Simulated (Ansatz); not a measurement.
TiN

```
Ti N
1.0
     4.24680    0.00000    0.00000
     0.00000    4.24680    0.00000
     0.00000    0.00000    4.24680
Ti N
4 4
Direct
  0.00000 0.00000 0.00000
  0.50000 0.50000 0.00000
  0.50000 0.00000 0.50000
  0.00000 0.50000 0.50000
  0.50000 0.00000 0.00000
  0.00000 0.50000 0.00000
  0.00000 0.00000 0.50000
  0.50000 0.50000 0.50000
```

Space group Fm-3m; a structure from a database of computed crystals, not necessarily the ambient phase; computed without spin polarisation.

All numbers below come from Ansatz, DFT PBE, scalar-relativistic, plane waves, PAW.

**Predict the valence pseudo-density and electron localisation function between the atoms.**

Ti–N (2.12 Å): the density is about 0.5 e/Å³ at the midpoint; the ELF peaks at about 0.80 in the valence shell of N, 0.7 Å from its nucleus, and is about 0.20 at the midpoint (no localised pair shows between them).

**Metal or insulator at this level of theory?**

It is gapless in this calculation (a metal or semimetal); semilocal functionals without U, or without the true magnetic order, often close the gap of such compounds.

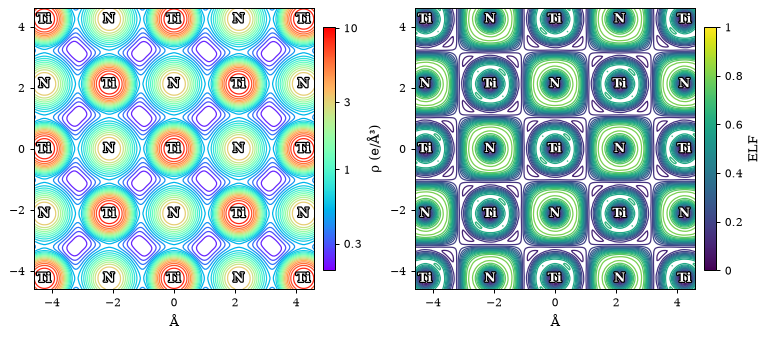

Computed valence pseudo-density and electron localisation function on the (001) plane of the conventional cell, in this order. 
